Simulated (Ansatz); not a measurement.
```yaml
crystal:
  lattice:
    - [2.86000, 0.00000, 0.00000]
    - [0.00000, 2.86000, 0.00000]
    - [0.00000, 0.00000, 2.86000]
  atoms:
    - { symbol: Na, position: [0.00000, 0.00000, 0.00000] }
    - { symbol: Cl, position: [0.50000, 0.50000, 0.50000] }
```

Space group Pm-3m; computed pressure about 59 GPa in this cell.

Theory: DFT, PBEsol, PAW with Ansatz's default frozen-core files, scalar-relativistic in Ansatz.

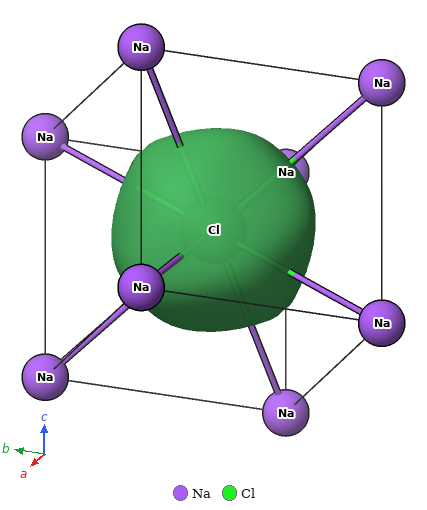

NaCl. Isosurface of the electron localisation function at 0.65 (green), seen at an oblique angle. Only the valence region is drawn (cores and ρ < 0.01 e/Å³ removed). Sticks mark near contacts.

In a PAW calculation such maps are meaningful between the atoms, not at the nuclei.

Question: Describe the localisation domains.

Answer: The surface consists of one region wrapped around Cl (its valence shell), counted in one cell of 2 atoms. Regions shared between cells count once. Profiles from the grid: Na–Cl (2.48 Å): the ELF peaks at about 0.85 in the valence shell of Cl, 0.8 Å from its nucleus, and is about 0.40 at the midpoint; an ionic contact with no shared pair.

Question: Does the calculation give a band gap?

Answer: It is gapped, with a Kohn–Sham gap of 4.5 eV on the k-point mesh, an upper bound to the gap of this method.
